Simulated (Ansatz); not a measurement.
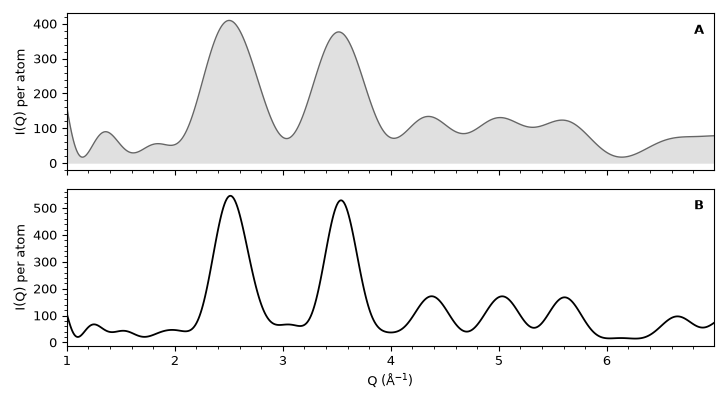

X-ray scattering of spheres cut from the crystal structure of NiO (P6_3/mmc, a = 2.867 Å, b = 2.867 Å, c = 5.035 Å, α = 90.00°, β = 90.00°, γ = 120.00°), calculated atom by atom with the Debye equation (B = 0.5 Å², no relaxation of the surface). Basis of the simulation: the geometry relaxed at fixed volume with Ansatz 0.2.0, DFT PBEsol, scalar-relativistic, plane waves, PAW; the starting structure was generated, so it need not be a known form of this composition.

The spheres are 14 and 20 Å across. Which curve is which?

Answer. curve A: 14 Å (143 atoms); curve B: 20 Å (475 atoms). Peak widths go roughly as 2π/D, so the largest sphere has the sharpest peaks.

Index the main peaks of the largest sphere.

Answer. Q ≈ 2.51 Å⁻¹: 002 + 100; Q ≈ 3.54 Å⁻¹: 102; Q ≈ 4.38 Å⁻¹: 110; Q ≈ 5.03 Å⁻¹: 004 + 112 + 200; Q ≈ 5.61 Å⁻¹: 104 + 202; Q ≈ 6.65 Å⁻¹: 114 + 210.
